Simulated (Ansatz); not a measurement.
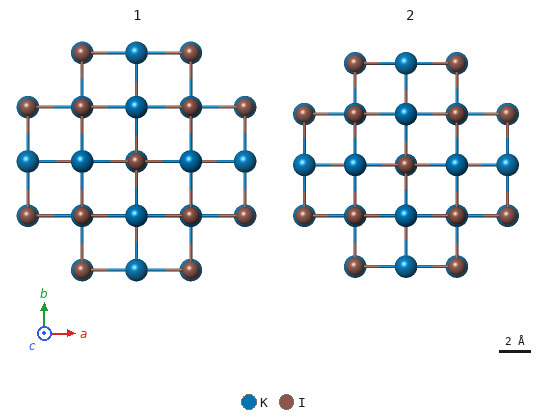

Two geometries of solid KI (a generated structure, set up in Fm-3m), drawn at one scale. One is the start of a relaxation, the other its converged end. A ball-and-stick model of the conventional cell (4 times the calculation's cell), seen along the c axis. Lengths and directions refer to the drawn axes.

Computed with Ansatz 0.2.0, DFT PBE, scalar-relativistic, plane waves, PAW. Settings: plane-wave cutoff 420 eV; k-point mesh 6 × 6 × 6; occupations gaussian; smearing width 0.02 eV; no spin polarisation; cell and atoms relaxed; force threshold 0.01 eV/Å; at most 60 steps.

**Which geometry has the lower energy?**

Structure 1 is the relaxed one. Case: Cl → I, Na → K on all its sites, cell and atoms relaxed. The atoms keep their places relative to the cell (all moves are under 0.005 Å). Cell: a = b = c 6.729 → 7.189 Å (+6.8 %). Volume +21.9 %. Near-neighbour distances that change, for instance: I–K 3.365 → 3.595 Å. The space group stays Fm-3m (No. 225). The energy falls by 70.3 meV per atom in 3 accepted moves (4 points after the start). All forces vanish by symmetry, so only the cell relaxes. Pressure: 3.31 GPa at the start and −0.03 GPa at the end. At 1 point the geometry stayed and the basis and grid were re-selected for the new cell (energy shift of 0.4 meV per atom at most each time).
